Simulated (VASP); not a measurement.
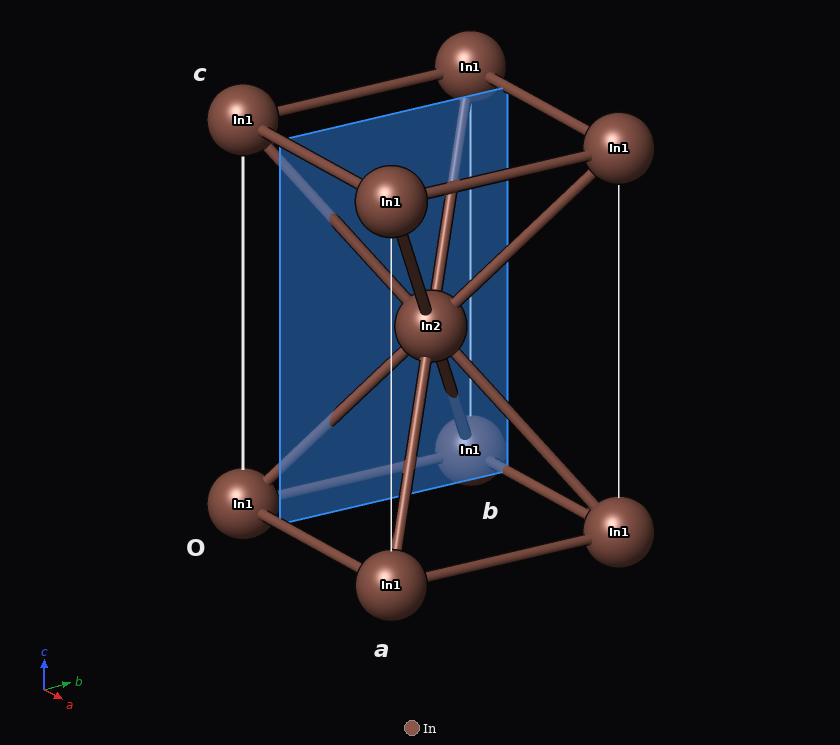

The shaded plane is a symmetry element of the crystal. Crystal: In, coordinates from a relaxation with VASP, VASP Kohn-Sham DFT of a periodic cell, r2SCAN, VASP PAW PBE potentials, recommended. Geometry calculated from the standardised cell; symmetry tolerance 0.002 Å.

a = 3.263 Å, b = 3.263 Å, c = 4.943 Å, α = 90.00°, β = 90.00°, γ = 90.00°.

| atom | x | y | z |
| --- | --- | --- | --- |
| In1 | 0.0000 | 0.0000 | 0.0000 |
| In2 | 0.5000 | 0.5000 | 0.5000 |

**Is it a mirror or a glide plane, and what is the operation?**

It is a glide plane with glide vector (0, 1/2, 1/2), parallel to (1 0 0), through (1/4, 1/2, 1/2): x, y, z → −x+1/2, y+1/2, z+1/2.

**Onto which atom does it carry each atom (up to whole multiples of a, b and c)?**

In1 → In2, In2 → In1.
